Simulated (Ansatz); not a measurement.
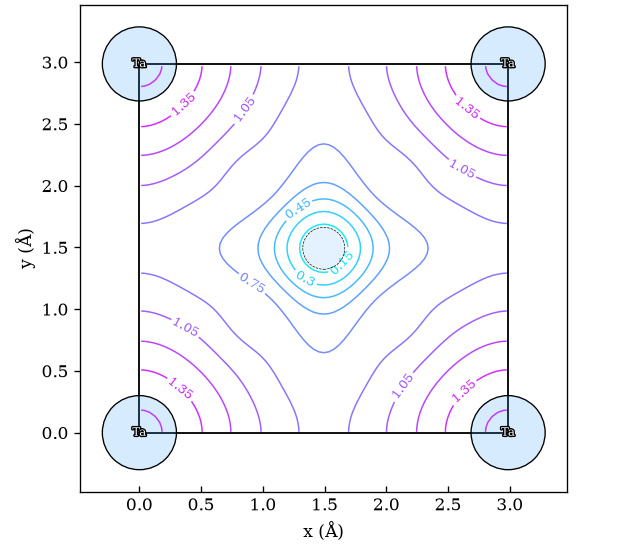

Energy landscape of S on a Ta(100) slab cut from the Fm-3m phase, its upper half relaxed before the scan (3 atoms of substrate and one adsorbate in a 1 × 1 cell). S is moved over the surface cell; relaxed at each place: the height of the adsorbate's atoms; substrate rigid; the origin of the map has the adsorbate above Ta3. Places are given modulo a cell vector. The map is drawn in real space over the plane of the surface. The grid has 6 × 6 points; 10 points were computed and 26 follow by symmetry. Energies: eV, counted from the lowest grid point. With one adsorbate in each 1 × 1 cell, its nearest image is 3.0 Å away, so neighbouring adsorbates interact. Theory: DFT PBE, scalar-relativistic, plane waves, PAW in Ansatz 0.2.0. Settings: cutoff 420 eV, k-mesh 9×9×1, gaussian smearing 0.1 eV, no spin polarisation.

Drawn: contour lines labelled in eV, labelled circles for the atoms of the top layer and small ones for the second layer, the outline of one cell of the plane. Between grid points the surface is interpolated. 

**Summarise what can be read from the map.**

The lowest grid point is at a fourfold hollow over a second-layer Ta atom, (3/6, 3/6) of the cell vectors. No other kind of well shows on this grid. The highest grid point, the top site over a surface Ta atom, (0/6, 0/6) of the cell vectors, lies 1.53 eV above the lowest. On the interpolated surface the easiest way out of the lowest well to its copy in the next cell or period passes a barrier of about 0.86 eV. At the lowest point the adsorbate has 4 Ta at 2.51 Å as nearest neighbours, at the highest 1 Ta at 2.28 Å. Its relaxed height above the top atom is 1.35 Å at the lowest and 2.28 Å at the highest point.

Grid values (eV):

```csv
"second ↓, first →",0/6,1/6,2/6,3/6,4/6,5/6
5/6,1.36,1.20,0.94,0.79,0.94,1.20
4/6,1.04,0.94,0.81,0.57,0.81,0.94
3/6,0.86,0.79,0.57,0.00,0.57,0.79
2/6,1.04,0.94,0.81,0.57,0.81,0.94
1/6,1.36,1.20,0.94,0.79,0.94,1.20
0/6,1.53,1.36,1.04,0.86,1.04,1.36
```

Time for the 10 points that were run: 3.3 min on 1 thread of Intel(R) Xeon(R) 6975P-C (Granite Rapids), on a shared host.

PAW datasets: the set soft_1.
